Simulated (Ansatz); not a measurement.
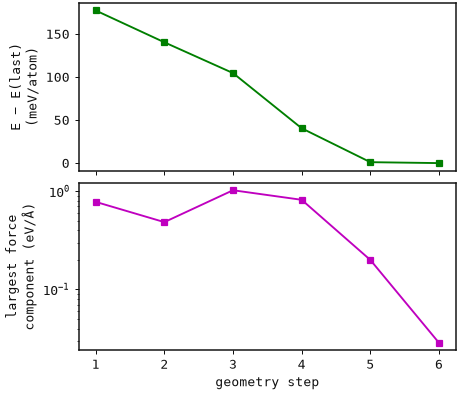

History of a geometry optimisation. Only the atoms move.

System: S (P4_2/mnm, 4 atoms in the cell).
Method: Ansatz, DFT PBE, scalar-relativistic, plane waves, PAW; cutoff 420 eV, 2×1×5 k-mesh, Gaussian smearing of 0.1 eV.

How did it end, and what did it gain?

Answer. The optimisation met its thresholds at geometry 6, counting the start as the first. The energy fell by about 180 meV/atom from the first step to the last. The largest force component goes from about 0.78 eV/Å at the start to 0.029 eV/Å at the end.
